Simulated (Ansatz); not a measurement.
## Run report: Si, band-structure calculation

- system: Si (4 atoms in the cell)
- method: DFT, r2SCAN, plane waves, PAW, no spin polarisation (Ansatz 0.2.0)

The structure was built on a prototype by a generator. The geometry comes from this level: r2SCAN (a point of a series of strains). Figures and captions count atoms from 1; the log counts them from 0 in places.

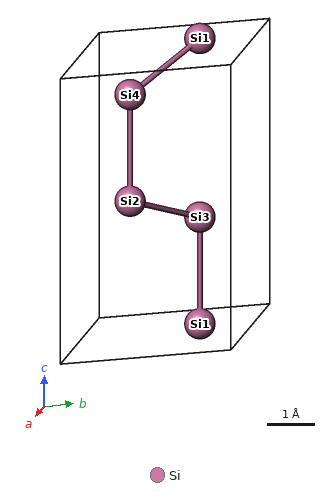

*The structure as given in the input (ball-and-stick view of the cell of the calculation, seen slightly off an axis; atoms are numbered from 1 in the order of the input).*

Near neighbours in the crystal (not all of them lie inside the picture): Si has 4 Si at 2.35 to 2.37 Å.

### Key numbers

- outcome: converged
- space group (tolerance 0.01 Å): P6₃/mmc (194)
- electrons treated: 16
- free energy: −2556.2158 eV
- Fermi energy: 6.351 eV
- gap on the k-point mesh: 0.61 eV
- pressure: 0.00 GPa
- largest force (length of the vector): under 0.001 eV/Å
- hardware: 2 threads of an Arm (aarch64) CPU, shared host
- wall time: 5.7 s (CPU time 11 s)
- peak memory: 0.54 GiB

### The input
```yaml
crystal:
  lattice:
    - [3.8321295636, 0.0, 0.0]
    - [-1.9160647818, 3.3187215526, 0.0]
    - [0.0, 0.0, 6.3412168395]
  atoms:
    - { symbol: Si, position: [0.3333333333, 0.6666666667, 0.0005609406] }
    - { symbol: Si, position: [0.6666666667, 0.3333333333, 0.5005609406] }
    - { symbol: Si, position: [0.3333333333, 0.6666666667, 0.3744390594] }
    - { symbol: Si, position: [0.6666666667, 0.3333333333, 0.8744390594] }
kpoints:
  mp_grid: { grid: [12, 12, 4] }
  band_path:
    path:
      - [0.0, 0.0, 0.0]
      - [0.5, 0.0, 0.0]
      - [0.3333333333, 0.3333333333, 0.0]
      - [0.0, 0.0, 0.5]
      - [0.5, 0.0, 0.5]
      - [0.3333333333, 0.3333333333, 0.5]
    npoints: 1
hamiltonian:
  xc: r2scan
scf:
  occupations: { method: fixed }
  n_extra_bands: 5
output:
  forces: true
  stress: true
  eigenvalues: true
```

### Log
```
scf.n_extra_bands = 5 over 8 filled bands (N_el = 16.0): the run solves 13 bands
Engine: ansatz 0.2.0, aarch64-unknown-linux-gnu
Pseudopotentials: kind: paw
Pseudopotential: Si, paw, valence charge 4, recommended cutoff 500 eV (meta_gga), Si.paw.azcp
Functional definition: r2SCAN
  parameter k0 = 0.174
  parameter k1 = 0.065
  parameter a1 = 4.9479
  exchange = r2scan_x(k0 = k0, k1 = k1, a1 = a1)
  correlation = r2scan_c
Crystal: 4 atoms, lattice volume = 80.646 Å³
Basis set: ecut = 500 eV, 2033 PW (Γ), exchange–correlation on 120×120×192 points (64 copies of the dense FFT grid, shifted against one another)
Bands: 13, of which v1, the nominal top of the filled ones, is band 8 counted from 1 (7 counted from 0)
Symmetry: 24 space group operations
Space group: P63/mmc (ITA 194), of the structure as read, at distance tolerance 4.3e-5 Å
k-points: 57 of 576
Non-local potential: Si, projectors of the file, l = 0: 2, l = 1: 2, l = 2: 2
PAW form: soft (Blöchl's): semilocal exchange-correlation on the pseudo side does not see the compensation charge
PAW frozen core: Si, regenerated for the run's functional (the file was generated under x = pbe(κ = 0.804, μ = 0.2195149727645171), c = pbe(β = 0.06672455060314922))
PAW one-centre angular grid: Si, 302 points (default); XC on 160 Gauss nodes
Initial density: superposition of atomic densities (neutral atoms: chi_scale 0, normalization atom), corrected by the library's trained network
Initial wavefunctions: pseudopotential atomic-orbital guess
Functional: x = r2scan, c = r2scan; τ floored in thin density (d = 2e-4 eV/Å³)
SCF iter   1: F=—  HF=-2556.184544 eV  |F-HF|=—  |Δ(HF+E_count)|=         —  Δρ=3.55e-3  dr2=7.81e-3  dr2_τ=2.44e-2  ethr=1.77e-3  ⟨swp⟩=4.5  Hψ=4214  notcnv=0  defer=148
preconditioner: auto → none  [insulator: Δε(μ)=0.574 eV  Ē_g=8.760 eV  n_scr=10 (ndim 8)  ℏωp=16.5 eV  f_vac=0.000  ε∞_Penn≈4.6]
SCF iter   2: F=—  HF=-2556.215895 eV  |F-HF|=—  |Δ(HF+E_count)|=   3.14e-2  Δρ=2.02e-3  dr2=2.26e-3  dr2_τ=1.09e-5  ethr=4.88e-5  ⟨swp⟩=2.0  Hψ=1772  notcnv=0  defer=166
SCF iter   3: F=—  HF=-2556.215792 eV  |F-HF|=—  |Δ(HF+E_count)|=   1.03e-4  Δρ=2.06e-4  dr2=2.65e-5  dr2_τ=1.15e-6  ethr=1.41e-5  ⟨swp⟩=3.0  Hψ=1076  notcnv=0  defer=168
SCF iter   4: F=—  HF=-2556.215805 eV  |F-HF|=—  |Δ(HF+E_count)|=   1.24e-5  Δρ=3.86e-5  dr2=4.39e-7  dr2_τ=1.21e-8  ethr=1.66e-7  ⟨swp⟩=2.3  Hψ=1151  notcnv=0  defer=130
iter 5 did not close the SCF: its close was put off for the readings that it lacked (scf_convergence_deferred on its scf_iter line)
SCF iter   5: F=-2556.215806 eV  HF=-2556.215806 eV  |F-HF|=8.55e-8  |Δ(HF+E_count)|=   9.66e-7  Δρ=1.12e-5  dr2=3.67e-8  dr2_τ=9.48e-10  ethr=2.74e-9  ⟨swp⟩=2.1  Hψ=1137  notcnv=0  defer=131
SCF iter   6: F=-2556.215806 eV  HF=-2556.215806 eV  |F-HF|=9.99e-10  |Δ(HF+E_count)|=   9.37e-8  Δρ=1.54e-6  dr2=1.06e-9  dr2_τ=1.67e-11  ethr=2.29e-10  ⟨swp⟩=7.8  Hψ=5151  notcnv=0
SCF 1 converged in 6 iterations: F = -2556.215806 eV  dr2 = 1.06e-9
  greatest PAW one-centre occupation: 0.643 electrons in one spin orbital (limit 2), on the Si atom at site 3 (counted from 0), in its partial waves of l = 0
```

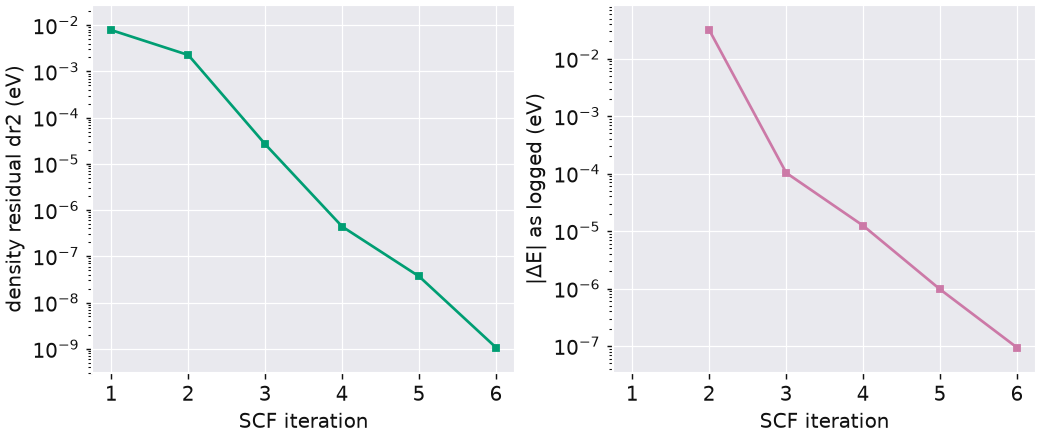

*Convergence of the self-consistent field: density residual dr2 and size of the energy change against the SCF iteration.*

The residual falls at every step.

```
NSCF: frozen V_eff on 6 k-points
SCF converged after 6 iterations
Free energy (F): -2556.215806 eV
Harris-Foulkes:  -2556.215806 eV  (|F-HF|=9.99e-10)
Internal energy: -2556.215806 eV  (E = F + TS)
E sigma→0 (E₀):  -2556.215806 eV
Fermi energy:    6.350854 eV
--- Per-component energies (eV) ---
  E_band       = 12.907389
  E_kinetic    = 161.651460
  E_local      = -108.624337  (includes V_loc(G=0)·N_el)
  E_nonlocal   = 99.958960
  E_hartree    = 30.541760
  E_xc         = -206.019211
  E_vxc        = -198.976042  (∫ρ·V_xc dr)
  E_paw        = -2078.027149  (= ΣΔE_a)
  E_vpaw       = -9.973266  (= ΣTr[D̂ρ^β])
  E_aug_tail   = 0.000017  (compensation charges beyond the density's cutoff)
  E_vtau       = 7.787043  (kinetic-family band-sum trace: ∫τ·v_τ [+ j·A + Jᵃ·Aᵃ] dr)
  E_ewald      = -455.391575
  E_core_change = -0.305732  (= ΣΔE_core)
  E_smearing   = -0.000000  (= −TS)
  E_closure    = -0.000000  (closes the sum)
  Σ components = -2556.215806   (vs F -2556.215806, Δ=0.00e0)
--- Forces (eV/Å), atoms counted from 1 ---
  atom   1  Si     0.00000000     0.00000000     0.00012336
  atom   2  Si     0.00000000    -0.00000000     0.00012336
  atom   3  Si     0.00000000     0.00000000    -0.00012336
  atom   4  Si     0.00000000    -0.00000000    -0.00012336
  max |Σ_I F_I| component: 1.39e-16 eV/Å
--- Stress (GPa, compression-positive) ---
        0.006335       0.000000       0.000000
       -0.000000       0.006335       0.000000
        0.000000       0.000000      -0.002480
  P = ⅓ Tr σ = 0.0034 GPa (0.034 kbar)
--- Band table (eV; the first three rows and the last of 57) ---
  k-point 0: bands = ["-6.4193", "-4.0280", "-1.1771", "4.7454", "4.7454", "5.9738", "6.3509", "6.3509", "7.7132", "8.5096", "8.5096", "8.8858", "10.4237"]
  k-point 1: bands = ["-6.2080", "-4.6743", "-0.1334", "4.3446", "4.9099", "4.9099", "5.9921", "5.9921", "7.9173", "8.8404", "8.8404", "9.1613", "10.3462"]
  k-point 2: bands = ["-5.5928", "-5.5928", "1.9475", "1.9475", "5.3714", "5.3714", "5.3714", "5.3714", "8.4876", "8.4876", "9.5415", "9.5415", "9.5415"]
  k-point 56: bands = ["-2.7996", "-2.7996", "-1.3852", "-1.3852", "1.6710", "1.6710", "4.2287", "4.2287", "8.1708", "8.1708", "10.2279", "10.2279", "12.8431"]
```

### File bands.tsv
```
# k_distance	band_0	band_1	band_2	band_3	band_4	band_5	band_6	band_7	band_8	band_9	band_10	band_11	band_12
# fermi_ev = 6.350854
# lock_threshold_ev = 1e-6
# [0, 0, 0] at k_distance = 0.000000
# [0.5, 0, 0] at k_distance = 0.946627
# [0.3333333333, 0.3333333333, 0] at k_distance = 1.493163
# [0, 0, 0.5] at k_distance = 2.693267
# [0.5, 0, 0.5] at k_distance = 3.639894
# [0.3333333333, 0.3333333333, 0.5] at k_distance = 4.186430
# levels_relative_to = fermi_ev
# free_energy_ev = -2556.215806
# largest_residual_norms_ev = 1.644e-3 1.623e-3 1.414e-3 1.463e-3 1.366e-3 5.429e-4 1.268e-3 4.915e-4 1.471e-3 2.174e-3 1.970e-3 2.146e-3 5.312e-3
0.000000	-12.770125	-10.378853	-7.527907	-1.605445	-1.605445	-0.377090	0.000000	0.000000	1.362376	2.158711	2.158711	2.534958	4.072802
0.946627	-10.472681	-8.811117	-7.965541	-6.233369	-4.869024	-3.223332	-3.103729	-1.528660	0.607951	2.633686	3.226183	3.333092	4.753430
1.493163	-9.451698	-9.451698	-6.862271	-6.862271	-5.409967	-3.738853	-3.738853	-3.496438	0.978205	5.746353	5.778375	5.778375	6.017175
2.693267	-11.943641	-11.943641	-4.403355	-4.403355	-0.979414	-0.979414	-0.979414	-0.979414	2.136776	2.136776	3.190681	3.190681	3.190681
3.639894	-9.742175	-9.742175	-7.569976	-7.569976	-2.585014	-2.585014	-2.555663	-2.555663	1.138371	1.138371	1.885652	1.885652	5.985854
4.186430	-9.150419	-9.150419	-7.736030	-7.736030	-4.679904	-4.679904	-2.122115	-2.122115	1.819899	1.819899	3.877012	3.877012	6.492212
```

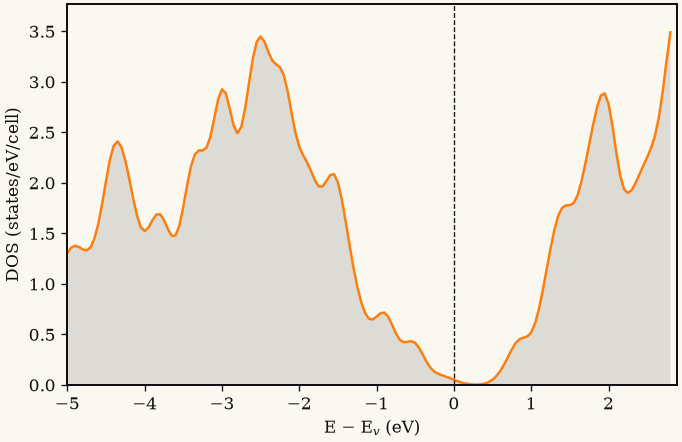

*Density of states (the curve is built from the levels of the k mesh with Gaussians 0.3 eV wide, which also blur the band edges), with energies from the valence-band top.*

There is a gap of 0.61 eV on the k-point mesh. Small ripples come from the finite k-point mesh.
